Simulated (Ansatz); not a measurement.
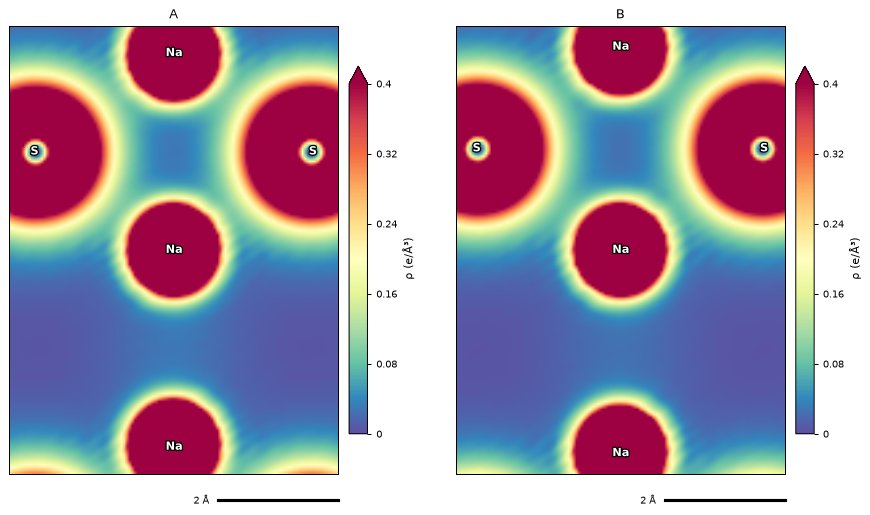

Na2S. The valence charge density (pseudo) of two cells that differ in size, on the (11̄0) plane of each (indices in the axes of the calculation cell), at one length scale and on one colour scale: B has 26.0 Å³ an atom and A 23.6.

All numbers below come from DFT PBE, scalar-relativistic, plane waves, PAW (Ansatz).

The density is the valence pseudo-density of a PAW calculation; it isn't the true density close to the nuclei.

The larger cell:

```xyz
3
Lattice="0.0000 3.3900 3.3900 3.3900 0.0000 3.3900 3.3900 3.3900 0.0000" Properties=species:S:1:pos:R:3 pbc="T T T"
Na    1.6950    1.6950    1.6950
Na    5.0850    5.0850    5.0850
S     0.0000    0.0000    0.0000
```

The smaller cell: a = 4.644 Å, b = 4.644 Å, c = 4.644 Å, α = 60.00°, β = 60.00°, γ = 60.00°.

What changes from the larger cell to the smaller?

Answer. From the larger cell to the smaller, Na–S goes from 2.94 to 2.84 Å, and the density at its midpoint from 0.14 to 0.16 e/Å³; the pressure goes from −2.2 to 0.0 GPa; the Kohn–Sham gap goes from 2.2 eV to 2.4 eV.
